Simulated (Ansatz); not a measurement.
Hf2C

The calculation's input:

```
crystal:
  lattice:
    - [-2.9133774201, 2.9133774201, 2.530292908]
    - [2.9133774201, -2.9133774201, 2.530292908]
    - [2.9133774201, 2.9133774201, -2.530292908]
  atoms:
    - { symbol: Hf, position: [0.8281946126, 0.6718053874, 0.5] }
    - { symbol: Hf, position: [0.3281946126, 0.8281946126, 0.1563892253] }
    - { symbol: Hf, position: [0.1718053874, 0.3281946126, 0.5] }
    - { symbol: Hf, position: [0.6718053874, 0.1718053874, 0.8436107747] }
    - { symbol: C, position: [0.75, 0.75, 0.0] }
    - { symbol: C, position: [0.25, 0.25, 0.0] }
basis:
  ecutwfc: 420
kpoints:
  mp_grid: { grid: [10, 10, 10] }
hamiltonian:
  xc: pbesol
scf:
  occupations: { method: gaussian, width: 0.1 }
output:
  forces: true
  stress: true
  eigenvalues: true
  write_density: true
  write_potential: true
  elf: true
  volumetric_format: npy
relax:
  adjacent_minimum: "off"
  f_tol: 0.01
  max_steps: 60
  cell: { stress_tol: 0.1 }
```

Command:

```sh
ansatz run input.yaml --threads 1 --pin off --max-ram 2560MiB --backend cpu --events-out ev --progress --plain --runs-dir out
```

Below, planes, directions and counts refer to the conventional cell (a = 5.82 Å, b = 5.82 Å, c = 5.05 Å, α = 90.00°, β = 90.00°, γ = 90.00°).

The fields are those of the run's last geometry, not of the input's.

Space group I4/mcm.

These are results of DFT PBEsol, scalar-relativistic, plane waves, PAW (Ansatz), not measurements.

In a PAW calculation such maps are meaningful between the atoms, not at the nuclei.

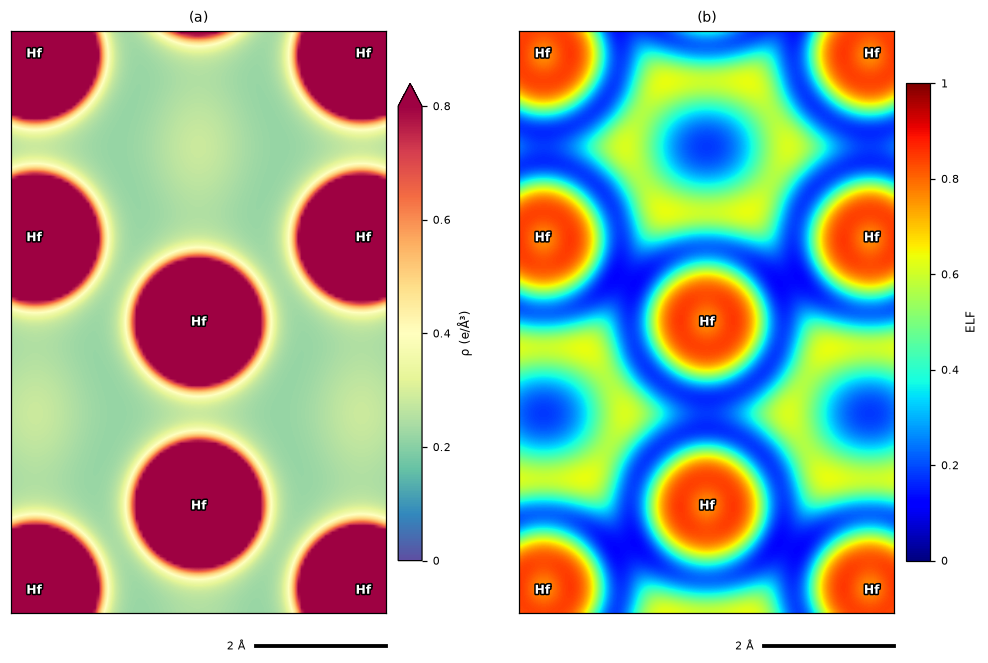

Figure 1. (a) valence charge density (pseudo); (b) electron localisation function on the (110) plane of the conventional cell.

Describe what can be read from this map.

Answer. The plane passes through Hf nuclei. Hf–Hf (2.82 Å): ρ at the midpoint is about 0.28 e/Å³; the ELF is about 0.20 at the midpoint (no localised pair shows between them). Between the atoms the lowest density in this plane is 0.22 e/Å³. The features right at Hf lie inside the PAW spheres, where the map follows smoothed inner orbitals and isn't to be read closely.

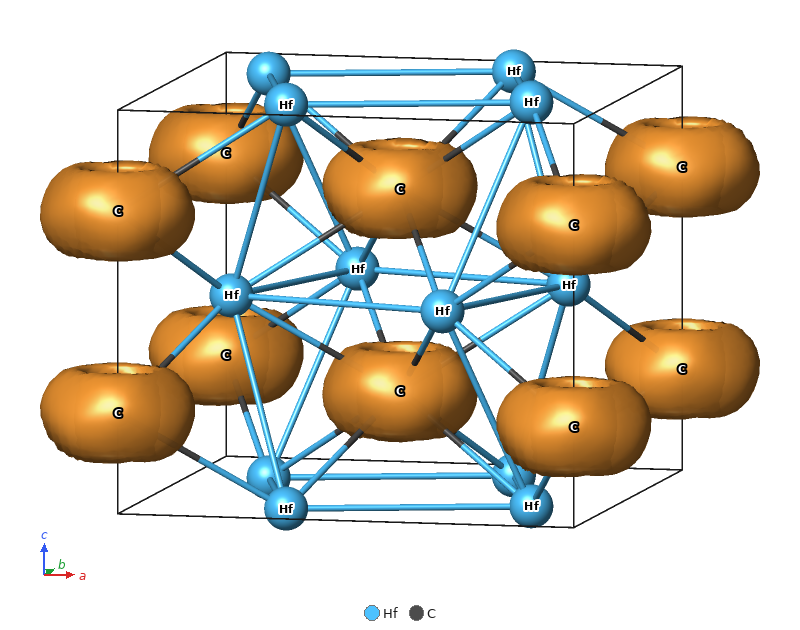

Figure 2. Isosurface of the electron localisation function at 0.75 (orange), seen at an oblique angle. Core shells and regions of very low density are left out. Sticks mark near contacts.

What do the ELF domains correspond to?

Answer. The surface consists of four regions wrapped around C (the valence shell of each), counted in one cell of 12 atoms. Regions shared between cells count once.


Hf–C (2.50 Å): the ELF peaks at about 0.80 in the valence shell of C, 0.7 Å from its nucleus, and is about 0.20 at the midpoint: no localised pair shows between them.

Does the calculation make it a metal, or give it a gap?

Answer. It is metallic or semimetallic at this level of theory: no gap opens.
